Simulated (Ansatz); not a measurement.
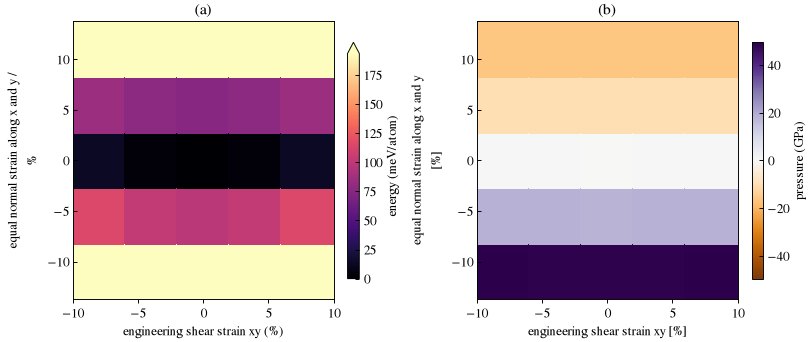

SnO (Pmn2_1, No. 31; 4 atoms in the cell). The energy is mapped over two homogeneous strains (x along [1 0 0], y along [0 1 0], z along [0 0 1] of the conventional cell). The first coordinate is: engineering shear strain xy; the second: equal normal strain along x and y. Nothing is relaxed (fractional coordinates fixed). Grid: 5 × 5 points; 15 points were computed and 10 follow by symmetry. Points are written as (first, second). All energies are given in meV/atom relative to the lowest grid point. The calculation used Ansatz 0.2.0, DFT LDA+D3(BJ), scalar-relativistic, plane waves, PAW. Settings: cutoff 520 eV, k-mesh 8×6×8 in the order of the run's cell vectors, gaussian smearing 0.05 eV, no spin polarisation.

Panel (a) is the energy; panel (b) is the computed pressure, in GPa.

Drawn: one coloured cell a grid point, one colour for all values above the top of the scale.

Question: How does the pressure vary over the map, and what is it at the lowest grid point?

Answer: It runs from −16 GPa at (0 %, 11.0 %) to 50 GPa at (−8 %, −11.0 %). At the lowest grid point, (0 %, 0.0 %), it is 0 GPa.

PAW datasets: the set soft_1.
